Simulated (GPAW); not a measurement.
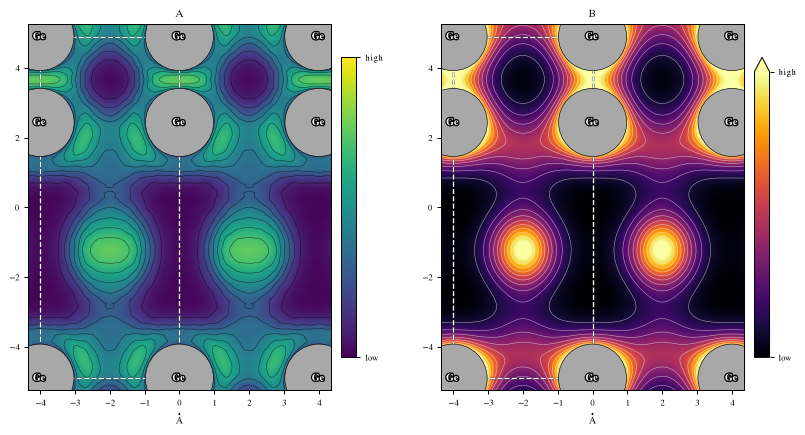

Ge: 2 fields on the (010) plane of the standardised cell, with unlabelled colour scales. Grey discs cover the atomic cores.

Space group C2/m.

Method: GPAW 26.7.0, Kohn-Sham DFT of a periodic cell, PBEsol with D3(BJ), PAW data sets made by gpaw-setup for the functional.

**Match the panels to the quantities (electron localisation function and valence pseudo-density).**

Panel A: electron localisation function. Panel B: valence pseudo-density. From the grid: Ge–Ge (2.46 Å): the density is about 0.49 e/Å³ at the midpoint; the ELF peaks at about 0.75 between the atoms (localised, covalent bonding).
